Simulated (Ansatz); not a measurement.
# Bands, cutoff and cost in G0W0 for MgI2 (layers cut from the bulk crystal)

How do accuracy and time trade against each other in G0W0 on MgI2 (layers cut from the bulk crystal)?

Program: Ansatz 0.2.0. Level of theory: G0W0 on PBE, plane waves, PAW; PAW set soft_1. Results are calculated unless marked as measured.

## 1. Set-up

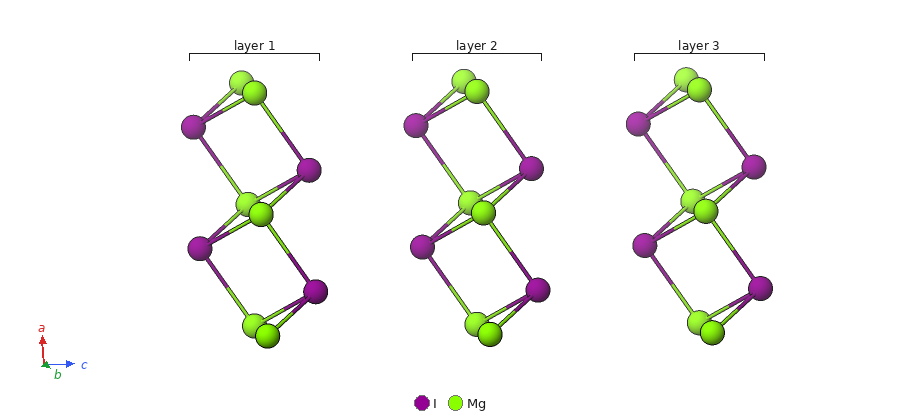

The cell as given, from the side, with the c axis across the page (iodine purple, magnesium green). 2×1×1 cells are drawn. Some periodic images of atoms are drawn too.

The cell holds 9 atoms: 6 I and 3 Mg. Cell: a = 4.128 Å, b = 4.128 Å, c = 57.300 Å, α = 90.0°, β = 90.0°, γ = 120.0°. It derives from MgI2. Regions: layer 1, 3 atoms (2 I and 1 Mg); layer 2, 3 atoms (2 I and 1 Mg); layer 3, 3 atoms (2 I and 1 Mg). Vacuum lies along c.

Coordinates:

```cif
data_structure
_symmetry_space_group_name_H-M 'P 1'
_symmetry_Int_Tables_number 1
_cell_length_a 4.1283
_cell_length_b 4.1283
_cell_length_c 57.3000
_cell_angle_alpha 90.000
_cell_angle_beta 90.000
_cell_angle_gamma 120.000
_cell_volume 845.72
loop_
_atom_site_label
_atom_site_type_symbol
_atom_site_fract_x
_atom_site_fract_y
_atom_site_fract_z
_atom_site_occupancy
I1 I 0.66667 0.33333 0.35134 1
Mg2 Mg 0.00000 0.00000 0.38067 1
I3 I 0.33333 0.66667 0.40995 1
I4 I 0.66667 0.33333 0.47076 1
Mg5 Mg 0.00000 0.00000 0.50000 1
I6 I 0.33333 0.66667 0.52924 1
I7 I 0.66667 0.33333 0.59005 1
Mg8 Mg 0.00000 0.00000 0.61933 1
I9 I 0.33333 0.66667 0.64866 1
```

The structure was relaxed with PBE-D3(BJ). The runs that relaxed it are not among those shown. Spin-orbit coupling is left out unless a step names it. The Coulomb interaction is cut off across the vacuum.

## 2. 414 empty bands, screening to 36 eV

G0W0 replaces the xc potential by the self-energy, built once from these orbitals. Only a window of levels is corrected, while the sums run over the empty bands that the input names. This step takes PAW set soft_1 files.

Contents of input.yaml:

```yaml
crystal:
  lattice:
    - [4.128293929, 0.0, 0.0]
    - [-2.0641469645, 3.5752074168, 0.0]
    - [0.0, 0.0, 57.3]
  atoms:
    - { symbol: I, position: [0.6666666667, 0.3333333333, 0.3513382712] }
    - { symbol: Mg, position: [0.0, 0.0, 0.3806744488] }
    - { symbol: I, position: [0.3333333333, 0.6666666667, 0.4099467153] }
    - { symbol: I, position: [0.6666666667, 0.3333333333, 0.470761918] }
    - { symbol: Mg, position: [0.0, 0.0, 0.5] }
    - { symbol: I, position: [0.3333333333, 0.6666666667, 0.529238082] }
    - { symbol: I, position: [0.6666666667, 0.3333333333, 0.5900532847] }
    - { symbol: Mg, position: [0.0, 0.0, 0.6193255512] }
    - { symbol: I, position: [0.3333333333, 0.6666666667, 0.6486617288] }
  periodic: [true, true, false]
kpoints:
  mp_grid: { grid: [6, 6, 1] }
hamiltonian:
  xc: pbe
  pseudopotentials: { kind: paw, azcp: { folder: soft_1 } }
scf:
  occupations: { method: fixed }
gw:
  n_empty_bands: 414
  ecut_chi: 36
  qp_bands: [v3, c3]
  qp_kpoints: band_edges
  screening: { model: contour_deformation }
```

Launch:

```bash
ansatz run input.yaml --threads 3 --pin off --max-ram 92160MiB --backend cuda --events-out ev --progress --plain --runs-dir out --devices 1 --max-vram 13GiB
```

Numbers of over 12 decimals in the logs are rounded to 6 here.

The log of the run:

```text
GPUs: using 1 of 1 available (devices: 1).
Engine: ansatz 0.2.0, x86_64-unknown-linux-gnu
Pseudopotentials: kind: paw
Pseudopotential: I, paw, valence charge 17, recommended cutoff 420 eV (normal), soft_1/I.paw.azcp
Pseudopotential: Mg, paw, valence charge 10, recommended cutoff 420 eV (normal), soft_1/Mg.paw.azcp
Functional definition: PBE
  parameter kappa = 0.804
  parameter beta = 0.066725
  exchange = pbe_x(kappa = kappa, mu = beta*pi^2/3)
  correlation = pbe_c(beta = beta)
device memory: the entry about to start is reckoned to put 5.8 GiB on a device that reports 48.0 GiB free (of which the cap on the GPU budget leaves the run 13.0 GiB)
GPU FFT provider: cuFFT
GPU libraries: cuBLAS 13.8.2, cuFFT 12.4.0, cuSOLVER 12.3.4
Crystal: 9 atoms, lattice volume = 845.720 Å³
Basis set: ecut = 420 eV, 16331 PW (Γ)
Bands: 80, of which v1, the nominal top of the filled ones, is band 66 counted from 1 (65 counted from 0)
Symmetry: 12 space group operations
Space group: P-3m1 (ITA 164), of the structure as read, at distance tolerance 9.5e-5 Å
k-points: 7 of 36
Non-local potential: I, projectors of the file, l = 0: 2, l = 1: 2, l = 2: 2, l = 3: 1
Non-local potential: Mg, projectors of the file, l = 0: 3, l = 1: 2, l = 2: 1
PAW form: soft (Blöchl's): semilocal exchange-correlation on the pseudo side does not see the compensation charge
PAW one-centre angular grid: I, 590 points (default); XC on 64 Gauss nodes
PAW one-centre angular grid: Mg, 110 points (default); XC on 64 Gauss nodes
Initial density: superposition of atomic densities (neutral atoms: chi_scale 0, normalization atom)
Initial wavefunctions: pseudopotential atomic-orbital guess
GPU buffer pool allocated for 345600 grid points (all kernels)
GPU transforms: local potential and band sums: pruned to the plane-wave sphere, on 27×27×384
Functional: x = pbe(κ = 0.804, μ = 0.219515), c = pbe(β = 0.066725)
iter 1 solved again at ethr=1.25e-3 eV; its pass at ethr=3.10e-3 eV (dr2=1.65e0 eV) is discarded
SCF iter   1: F=—  HF=-50859.333049 eV  |F-HF|=—  |Δ(HF+E_count)|=         —  Δρ=9.97e-3  dr2=1.61e0  ethr=1.25e-3  ⟨swp⟩=2.0  Hψ=2872  notcnv=0  defer=78
preconditioner: auto → Resta (q_TF=auto, 2.002 Å⁻¹)  ε∞=1.7  [insulator: Δε(μ)=3.916 eV  Ē_g=10.756 eV  n_scr=138 (ndim 8)  ℏωp=8.8 eV  f_vac=0.639  ε∞_Penn≈1.7  vacuum switching on, ρ_ref=8.4e-3 e/Å³]
SCF iter   2: F=—  HF=-50858.983229 eV  |F-HF|=—  |Δ(HF+E_count)|=   3.50e-1  Δρ=4.91e-3  dr2=2.52e-1  ethr=1.22e-3  ⟨swp⟩=3.0  Hψ=767  notcnv=0  defer=81
SCF iter   3: F=—  HF=-50858.964667 eV  |F-HF|=—  |Δ(HF+E_count)|=   1.86e-2  Δρ=1.67e-3  dr2=4.80e-2  ethr=1.91e-4  ⟨swp⟩=3.6  Hψ=900  notcnv=0  defer=84
SCF iter   4: F=—  HF=-50858.959455 eV  |F-HF|=—  |Δ(HF+E_count)|=   5.21e-3  Δρ=5.06e-4  dr2=2.38e-3  ethr=3.64e-5  ⟨swp⟩=3.7  Hψ=852  notcnv=0  defer=84
SCF iter   5: F=—  HF=-50858.960031 eV  |F-HF|=—  |Δ(HF+E_count)|=   5.76e-4  Δρ=1.36e-4  dr2=1.96e-4  ethr=1.80e-6  ⟨swp⟩=3.0  Hψ=851  notcnv=0  defer=84
SCF iter   6: F=—  HF=-50858.960089 eV  |F-HF|=—  |Δ(HF+E_count)|=   5.88e-5  Δρ=5.99e-5  dr2=1.22e-4  ethr=1.49e-7  ⟨swp⟩=4.0  Hψ=1185  notcnv=0  defer=84
SCF iter   7: F=—  HF=-50858.960077 eV  |F-HF|=—  |Δ(HF+E_count)|=   1.22e-5  Δρ=1.88e-5  dr2=4.83e-6  ethr=9.27e-8  ⟨swp⟩=2.9  Hψ=676  notcnv=0  defer=84
SCF iter   8: F=—  HF=-50858.960078 eV  |F-HF|=—  |Δ(HF+E_count)|=   9.73e-7  Δρ=4.30e-6  dr2=2.54e-7  ethr=3.66e-9  ⟨swp⟩=3.3  Hψ=909  notcnv=0  defer=84
SCF iter   9: F=-50858.960078 eV  HF=-50858.960078 eV  |F-HF|=1.08e-9  |Δ(HF+E_count)|=   1.51e-7  Δρ=1.74e-6  dr2=5.96e-8  ethr=7.58e-11  ⟨swp⟩=32.9  Hψ=4561  notcnv=0
SCF 1 converged in 9 iterations: F = -50858.960078 eV  dr2 = 5.96e-8
  greatest PAW one-centre occupation: 1.000 electrons in one spin orbital (limit 2), on the Mg atom at site 4 (counted from 0), in its partial waves of l = 0
device memory: the entry about to start is reckoned to put 6.6 GiB (of the 6.9 GiB reckoned in all, the device holds 0.2 GiB already) on a device that reports 54.5 GiB free (of which the cap on the GPU budget leaves the run 12.8 GiB)
NSCF: frozen V_eff on 7 k-points
the band table was solved once the SCF had ended and its energy, with any forces and stress, was formed, with the checks that follow a solve (3022 applications of the Hamiltonian). They found nothing against the state; the energy, forces and stress were not computed again (output.eigenvalues in the input reference)
device memory: the entry about to start is reckoned to put 7.8 GiB on a device that reports 55.2 GiB free (of which the cap on the GPU budget leaves the run 13.0 GiB)
NSCF: frozen V_eff on 7 k-points
G₀W₀ screening: q 1/7
[... further progress lines ...]
SCF converged after 9 iterations
Free energy (F): -50858.960078 eV
Harris-Foulkes:  -50858.960078 eV  (|F-HF|=1.08e-9)
Internal energy: -50858.960078 eV  (E = F + TS)
E sigma→0 (E₀):  -50858.960078 eV
Fermi energy:    -6.325786 eV
--- Per-component energies (eV) ---
  E_band       = -4849.850773
  E_kinetic    = 1168.623797
  E_local      = -834654.813224  (includes V_loc(G=0)·N_el)
  E_nonlocal   = 1280.758589
  E_hartree    = 415120.130196
  E_xc         = -728.256738
  E_vxc        = -770.598754  (∫ρ·V_xc dr)
  E_paw        = -29611.630474  (= ΣΔE_a)
  E_vpaw       = -2114.075252  (= ΣTr[D̂ρ^β])
  E_aug_tail   = -0.015416  (compensation charges beyond the density's cutoff)
  E_ewald      = 396566.243193
  E_smearing   = -0.000000  (= −TS)
  E_closure    = 0.000000  (closes the sum)
  Σ components = -50858.960078   (vs F -50858.960078, Δ=0.00e0)
--- Band table (eV; the first three rows and the last of 7) ---
  k-point 0: bands = [... 62 lower, -6.3511, -6.3511, -6.3258, -6.3258, -2.4256, -2.1171, -1.7201 (-1.7201°), -1.4351 (-1.4351°), ... 10 higher]
  k-point 1: bands = [... 62 lower, -6.5178, -6.4944, -6.4440, -6.3965, -1.6591 (-1.6591°), -1.5783 (-1.5783°), -1.4603 (-1.4603°), -0.8459 (-0.8460°), ... 10 higher]
  k-point 2: bands = [... 62 lower, -6.7963, -6.7903, -6.6987, -6.6284, -2.4001, -2.2434, -2.1373, -1.1019, ... 10 higher]
  k-point 6: bands = [... 62 lower, -7.1677, -7.1677, -6.9282, -6.9282, -2.2837, -1.9578, -1.5967, -0.3846, ... 10 higher]
  ° read free of the cell's end (the report's vacuum.weakly_bound_levels)
--- G₀W₀: contour deformation, 6 samples at zero and on the imaginary axis and 1 off it, 36 q-points, 414 empty bands' worth ---
  eigenvalues of the whole cell's RPA ε∞ on this k-mesh (on a slab, of 1 + 4πα/V) = 1.2616, 2.1594, 2.1594; static W/v taken at q = 0 is 0.561714
  bands read: the sum over 480 bands ends inside a degenerate multiplet in 1 slot, whose members it reads at an even weight; the widest, k=0: bands 480 to 481 (counted from 1) at 1/2 each
  gw.qp_kpoints: band_edges: 6 of 7 stored k-points solved, in 1 pass; an edge of the gap read off the rows below is read off those points alone
    valence top: of the k-points left out ik 5 came nearest to being solved in a further pass, in band 66 (counted from 1, as in the quasiparticle table): it holds the edge there only if its correction is more favourable than any solved in that band by at least 0.530 eV; those differ by 0.108 eV
    conduction bottom: of the k-points left out ik 5 came nearest to being solved in a further pass, in band 67 (counted from 1, as in the quasiparticle table): it holds the edge there only if its correction is more favourable than any solved in that band by at least 0.577 eV; those differ by 0.217 eV
    ik  band        ε_KS         Σx   Σc(E_QP)       V_xc       Z   E_QP_lin       E_QP  E_QP is
     0    64     -6.3511   -17.7512     1.9669   -15.0515  0.8020    -7.0909    -7.0839  root
     0    65     -6.3258   -17.7687     1.9824   -15.0875  0.8029    -7.0308    -7.0246  root
     0    66     -6.3258   -17.7687     1.9824   -15.0875  0.8029    -7.0308    -7.0246  root
     0    67     -2.4256    -7.0726    -3.1307   -11.1124  0.8270    -1.5075    -1.5165  root
     0    68     -2.1171    -6.9880    -3.0572   -11.0183  0.8267    -1.1331    -1.1441  root
     0    69     -1.7201    -7.2490    -3.2075   -11.4767  0.8210    -0.6874    -0.7000  root
     1    64     -6.4944   -17.5709     2.0450   -14.8009  0.8009    -7.2263    -7.2193  root
     1    65     -6.4440   -17.6760     1.9902   -14.9388  0.8011    -7.1985    -7.1910  root
     1    66     -6.3965   -17.7292     2.0051   -15.0194  0.8022    -7.1075    -7.1011  root
     1    67     -1.6591    -7.6374    -3.2206   -11.9336  0.8160    -0.5690    -0.5834  root
     1    68     -1.5783    -7.3987    -3.1732   -11.6699  0.8167    -0.4647    -0.4803  root
     1    69     -1.4603    -7.3799    -3.2703   -11.7426  0.8140    -0.3523    -0.3678  root
     2    64     -6.7903   -17.2954     2.1059   -14.4069  0.7976    -7.5815    -7.5729  root
     2    65     -6.6987   -17.4701     2.0460   -14.6296  0.7983    -7.5021    -7.4932  root
     2    66     -6.6284   -17.5466     2.0564   -14.7444  0.7997    -7.3816    -7.3741  root
     2    67     -2.4001    -6.5862    -3.1202   -10.6649  0.8174    -1.4311    -1.4417  root
     2    68     -2.2434    -6.5330    -3.1161   -10.6555  0.8163    -1.2248    -1.2371  root
     2    69     -2.1373    -6.4273    -3.1836   -10.5796  0.8159    -1.1573    -1.1686  root
     3    64     -6.9319   -17.2959     2.1274   -14.3574  0.7959    -7.7526    -7.7431  root
     3    65     -6.8271   -17.3831     2.0761   -14.4896  0.7968    -7.6541    -7.6445  root
     3    66     -6.7499   -17.4631     2.0842   -14.6118  0.7984    -7.5250    -7.5169  root
     3    67     -2.7365    -6.5427    -3.0560   -10.5252  0.8191    -1.8006    -1.8100  root
     3    68     -2.7180    -6.3920    -3.0087   -10.3521  0.8194    -1.7563    -1.7666  root
     3    69     -2.6460    -6.4240    -3.0436   -10.4016  0.8187    -1.7022    -1.7119  root
[...]
4    68     -1.5312    -7.6164    -3.2439   -12.0409  0.8086    -0.3314    -0.3507  root
     4    69     -1.5018    -7.5096    -3.2909   -11.9569  0.8082    -0.3271    -0.3455  root
     6    64     -7.1677   -17.0262     2.1585   -13.9697  0.7926    -8.0783    -8.0656  root
     6    65     -6.9282   -17.2993     2.1365   -14.3564  0.7960    -7.7439    -7.7345  root
     6    66     -6.9282   -17.2993     2.1365   -14.3564  0.7960    -7.7439    -7.7345  root
     6    67     -2.2837    -6.4361    -3.0718   -10.4408  0.8175    -1.3407    -1.3508  root
     6    68     -1.9578    -6.8364    -3.1024   -11.0032  0.8139    -0.8790    -0.8934  root
     6    69     -1.5967    -7.4557    -3.2408   -11.8530  0.8088    -0.4220    -0.4403  root
```

It took 40 s on 1 × NVIDIA H100 80GB HBM3 (shared by 6 runs) with 3 threads of AMD EPYC 7R13 (Zen 3), shared host; peak memory 2.5 GiB; 61 s of CPU time.

Numbers from this step:

- bands summed: 480
- plane waves in the screening matrix: 369
- q-points in the mesh: 36
- G0W0 gap on the mesh: 5.215 eV
- k of the valence top: 0, 0, 0
- k of the conduction bottom: 0, -0.5, 0
- starting gap on the mesh: 3.589 eV
- Z at the valence top: 0.8029
- Z at the conduction bottom: 0.8191
- least direct G0W0 gap on the computed points: 5.508 eV

The gap on the mesh goes from 3.59 eV to 5.21 eV, a correction of +1.63 eV. Between the two edge states, bare exchange in place of the xc potential would open the gap by 6.66 eV, and correlation takes back 5.04 eV.

## 3. 1006 empty bands, screening to 65 eV

Another rung: the empty bands reach about as high as the screening cutoff, so the two stay in balance.

input.yaml: that of step 2 with these lines changed.

```diff
@@ -23,5 +23,6 @@
   occupations: { method: fixed }
+  convergence: { dr2_threshold: 1.0e-10 }
 gw:
-  n_empty_bands: 414
-  ecut_chi: 36
+  n_empty_bands: 1006
+  ecut_chi: 65.0
   qp_bands: [v3, c3]
```

The log of the run:

```text
GPUs: using 1 of 1 available (devices: 1).
[...]
GPU FFT provider: cuFFT
GPU libraries: cuBLAS 13.8.2, cuFFT 12.4.0, cuSOLVER 12.3.4
Crystal: 9 atoms, lattice volume = 845.720 Å³
Basis set: ecut = 420 eV, 16331 PW (Γ)
Bands: 80, of which v1, the nominal top of the filled ones, is band 66 counted from 1 (65 counted from 0)
[... 1 set-up line as in the run before ...]
[...]
k-points: 7 of 36
[...]
GPU buffer pool allocated for 345600 grid points (all kernels)
[...]
SCF iter  12: F=-50858.960078 eV  HF=-50858.960078 eV  |F-HF|=5.38e-10  |Δ(HF+E_count)|=  3.64e-11  Δρ=3.55e-8  dr2=1.32e-11  ethr=1.00e-12  ⟨swp⟩=32.0  Hψ=4239  notcnv=0
SCF 1 converged in 12 iterations: F = -50858.960078 eV  dr2 = 1.32e-11
[...]
NSCF: frozen V_eff on 7 k-points
[...]
G₀W₀ screening: q 1/7
[... further progress lines ...]
SCF converged after 12 iterations
Free energy (F): -50858.960078 eV
[...]
Internal energy: -50858.960078 eV  (E = F + TS)
E sigma→0 (E₀):  -50858.960078 eV
Fermi energy:    -6.325795 eV
[...]
--- Band table (eV; the first three rows and the last of 7) ---
  k-point 0: bands = [... 62 lower, -6.3510, -6.3510, -6.3258, -6.3258, -2.4255, -2.1171, -1.7202 (-1.7202°), -1.4351 (-1.4351°), ... 10 higher]
  k-point 1: bands = [... 62 lower, -6.5178, -6.4944, -6.4439, -6.3965, -1.6591 (-1.6591°), -1.5783 (-1.5783°), -1.4603 (-1.4603°), -0.8459 (-0.8459°), ... 10 higher]
  k-point 2: bands = [... 62 lower, -6.7963, -6.7903, -6.6986, -6.6285, -2.4001, -2.2434, -2.1373, -1.1019, ... 10 higher]
  k-point 6: bands = [... 62 lower, -7.1676, -7.1676, -6.9282, -6.9282, -2.2837, -1.9577, -1.5968, -0.3846, ... 10 higher]
  ° read free of the cell's end (the report's vacuum.weakly_bound_levels)
[...]
0    64     -6.3510   -17.7512     1.6493   -15.0515  0.7956    -7.4162    -7.4013  root
     0    65     -6.3258   -17.7687     1.6624   -15.0875  0.7964    -7.3580    -7.3445  root
     0    66     -6.3258   -17.7687     1.6624   -15.0875  0.7964    -7.3580    -7.3445  root
     0    67     -2.4255    -7.0727    -3.2716   -11.1124  0.8265    -1.6514    -1.6574  root
     0    68     -2.1171    -6.9880    -3.2099   -11.0182  0.8260    -1.2893    -1.2968  root
     0    69     -1.7202    -7.2491    -3.3838   -11.4767  0.8200    -0.8682    -0.8764  root
     1    64     -6.4944   -17.5709     1.7359   -14.8009  0.7947    -7.5428    -7.5284  root
     1    65     -6.4439   -17.6760     1.6776   -14.9388  0.7947    -7.5189    -7.5035  root
[...]
6    66     -6.9282   -17.2993     1.8470   -14.3564  0.7902    -8.0419    -8.0241  root
     6    67     -2.2837    -6.4362    -3.2739   -10.4408  0.8155    -1.5471    -1.5530  root
     6    68     -1.9577    -6.8364    -3.3219   -11.0032  0.8117    -1.1042    -1.1129  root
     6    69     -1.5968    -7.4557    -3.4852   -11.8530  0.8062    -0.6739    -0.6847  root
```

It took 87 s on 1 × NVIDIA H100 80GB HBM3 (shared by 6 runs) with 3 threads; peak memory 4.8 GiB; 2.3 min of CPU time.

This step gave:

```yaml
bands_summed: 1072
plane_waves_in_the_screening_matrix: 1029
q_points_in_the_mesh: 36
g0w0_gap_on_the_mesh: 5.341 eV
k_of_the_valence_top: 0, 0, 0
k_of_the_conduction_bottom: 0, -0.5, 0
starting_gap_on_the_mesh: 3.589 eV
z_at_the_valence_top: 0.7964
z_at_the_conduction_bottom: 0.8176
least_direct_g0w0_gap_on_the_computed_points: 5.687 eV
```

Against the run with 6×6×1 mesh, 414 empty bands, screening to 36 eV, PAW set soft_1 files, the gap moves by +0.13 eV.

## 4. Convergence and cost

Times are wall times on 1 × NVIDIA H100 80GB HBM3 (shared by 6 runs) with 3 threads of AMD EPYC 7R13 (Zen 3), shared host, good to a factor of about two.

```
 mesh           files            frequency  bands summed  cutoff (eV)  start (eV)  G0W0 (eV)  time  host memory (GiB)
6×6×1  PAW set soft_1  contour deformation           480           36       3.589      5.215  40 s                2.5
6×6×1  PAW set soft_1  contour deformation          1072           65       3.589      5.341  87 s                4.8
```

How the two edges are built up, in eV (the quasiparticle level is the starting level plus Σx plus Σc less Vxc):

```csv
run,edge,start,Σx,Σc,Vxc,Z,QP
480 bands,valence top,-6.33,-17.77,1.98,-15.09,0.80,-7.02
480 bands,conduction bottom,-2.74,-6.54,-3.06,-10.53,0.82,-1.81
1072 bands,valence top,-6.33,-17.77,1.66,-15.09,0.80,-7.34
1072 bands,conduction bottom,-2.74,-6.54,-3.25,-10.53,0.82,-2.00
```

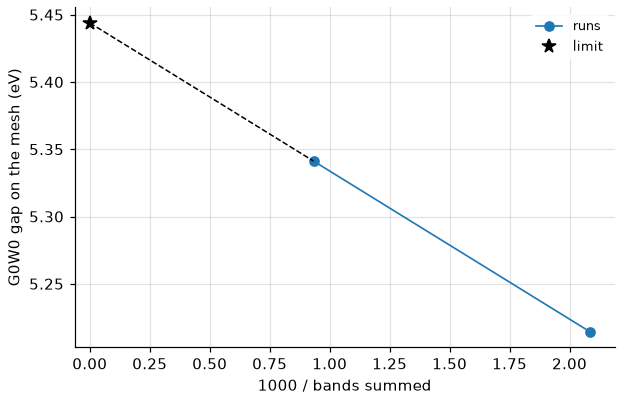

The gap against one over the number of bands; the dashed line carries the two highest rungs to the limit.

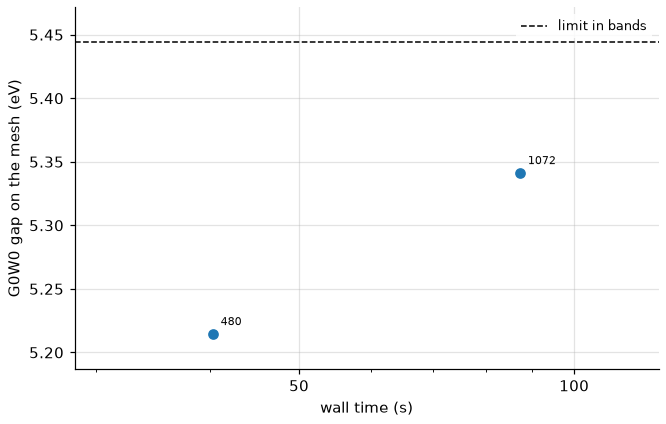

Result against wall time.

## 5. What came out

```
480 bands, 36 eV                    : 5.215 eV
1072 bands, 65 eV                   : 5.341 eV
estimated limit in bands and cutoff : 5.44 eV
mesh and start                      : 6×6×1, PBE
```

In words: A line in one over the bands through the two rungs gives 5.44 eV, +0.10 eV from the top rung; with two points alone it is an unchecked estimate. The rungs stand 0.23 eV (480 bands) and 0.10 eV (1072 bands) from it. From 480 to 1072 bands the gap moves by +0.13 eV while the time grows 2.2-fold. Σc changes by −0.32 eV at the valence top and −0.19 eV at the conduction bottom, so the levels themselves move more than the gap between them. The mesh in the plane is coarse for a sheet; gap and any exciton binding can still move on denser ones. The many-body steps are scalar-relativistic: spin-orbit coupling is not in them.

[Paths, hosts, dates, memory and timing lines, banners, echoed tables and standing remarks are left out of the program output.]

[Logs are printed without paths, hosts, clocks, repeated set-up lines and the standing remarks that a program may print on its own settings, such as how far it seeks lower states.]

[Runs of the session that timed out or met a known fault of the program may be left out.]

[Cells called generated may have been cut or substituted from an entry of the Crystallography Open Database or the Materials Project.]

[Hosts, paths, dates, database ids (printed as entryN), source tags and the programs' standing remarks are cut or masked in the printed files.]
